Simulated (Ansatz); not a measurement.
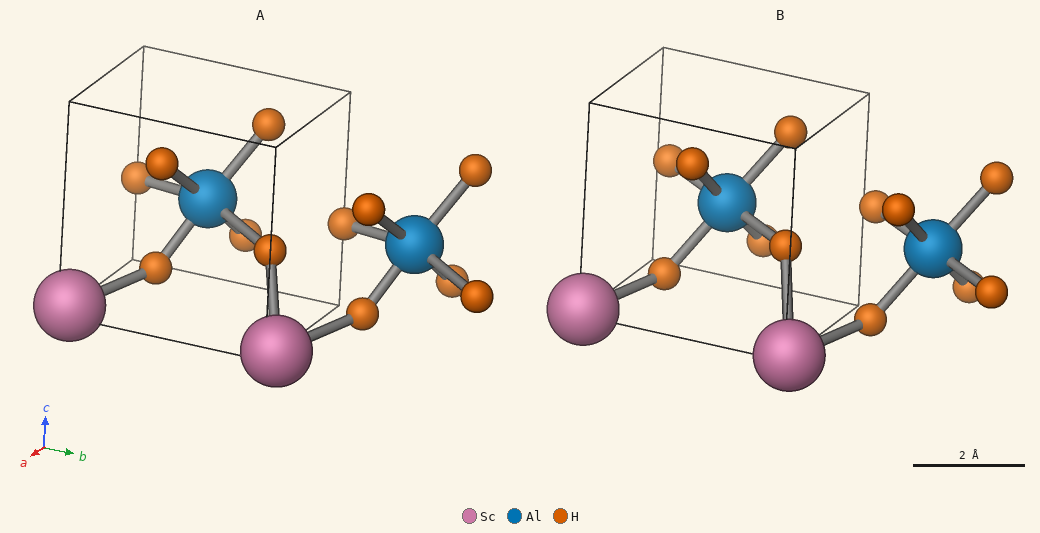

Two geometries of crystalline ScAlH6 (built on the CuSnF6-2 type type), drawn at one scale. One is the start of a relaxation, the other its converged end. The picture is a ball-and-stick view of the cell of the calculation, reduced to other axes, repeated 1 × 2 × 1 with one cell outlined, seen slightly off an axis. Lengths and directions refer to the drawn axes.

Method: DFT, PBEsol, plane waves, PAW (Ansatz). Set-up: plane-wave cutoff 420 eV; k-point mesh 6 × 6 × 6; occupations fermi dirac; smearing width 0.05 eV; no spin polarisation; cell and atoms relaxed; force threshold 0.01 eV/Å; at most 120 steps.

Which one is relaxed?

Structure B is the relaxed one. Case: shaken. An H atom moves most relative to the cell: 0.42 Å roughly along [1 2 3]. By element the largest moves are H 0.42 Å, Sc 0.15 Å, Al 0.10 Å. The volume changes by +0.2 %, with a 3.842 → 3.873 Å (+0.8 %), b 3.870 → 3.860 Å (−0.3 %), c 3.904 → 3.881 Å (−0.6 %), α 98.1° → 98.2°, β 98.7° → 98.4°, γ 98.8° → 98.2°. Near-neighbour distances that change, for instance: H–Sc 1.678 → 2.083 Å, H–Sc 2.632 → 2.251 Å, H–Sc 2.460 → 2.145 Å, H–Sc 2.474 → 2.206 Å. Among the angles between lasting bonds that change: H–Al–H 162.5° → 178.3°, Sc–H–Al 142.9° → 128.9°, H–Al–H 83.7° → 97.7°. The space group stays P1 (No. 1). After 6 accepted moves (7 points after the start) the energy has fallen by 0.873 eV per cell of the calculation. Largest force component: 1.9 eV/Å at the start, 0.00095 eV/Å at the end. Pressure: 5.48 GPa at the start and 0.00 GPa at the end. The SCF was repeated once at an unchanged geometry on a basis and grid sized afresh for the cell, which shifted the energy by 0.2 meV per cell of the calculation at most.
